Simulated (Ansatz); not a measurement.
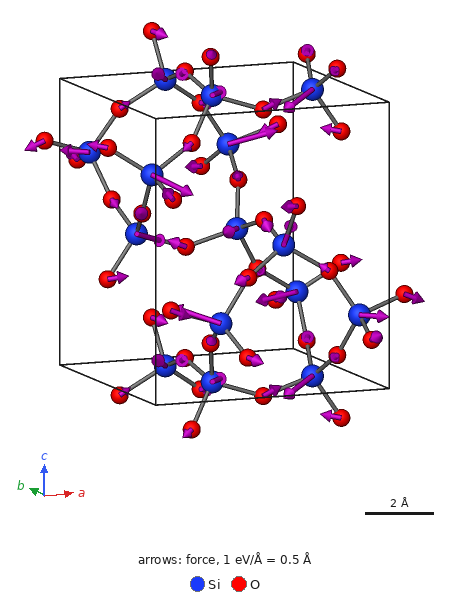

Starting geometry of solid SiO2 (set up in P4_32_12) with the computed forces as purple arrows. A ball-and-stick model of the cell of the calculation, seen slightly off an axis.

These are results of DFT, PBE, plane-wave PAW, default files, scalar-relativistic in Ansatz 0.2.0, not measurements. Set-up: plane-wave cutoff 420 eV; k-point mesh 4 × 4 × 3; occupations fermi dirac; smearing width 0.02 eV; no spin polarisation; atoms relaxed in a fixed cell; force threshold 0.02 eV/Å; at most 60 steps.

Is this structure relaxed? If not, where do the atoms go?

Answer. It isn't relaxed: the largest force vector, on Si atoms, is 3.15 eV/Å. The final displacements have little in common with the starting forces (cosine between the two patterns 0.27). The largest moves, 0.22 Å, are those of O atoms. Largest moves by element: O 0.22 Å, Si 0.11 Å. The cell doesn't change. Near-neighbour distances that change, for instance: O–Si 1.555 → 1.616 Å, O–Si 1.659 → 1.609 Å, O–Si 1.585 → 1.612 Å, O–Si 1.623 → 1.610 Å. Bond angles that change, for instance: Si–O–Si 152.9° → 163.7°, Si–O–Si 155.8° → 147.7°, O–Si–O 101.4° → 105.5°. The space group stays P4_32_12 (No. 96). The energy falls by 35.9 meV per atom in 3 accepted moves (4 points after the start). The largest force component goes from 2.5 to 0.0097 eV/Å. 1 step only repeated the SCF at the same geometry.
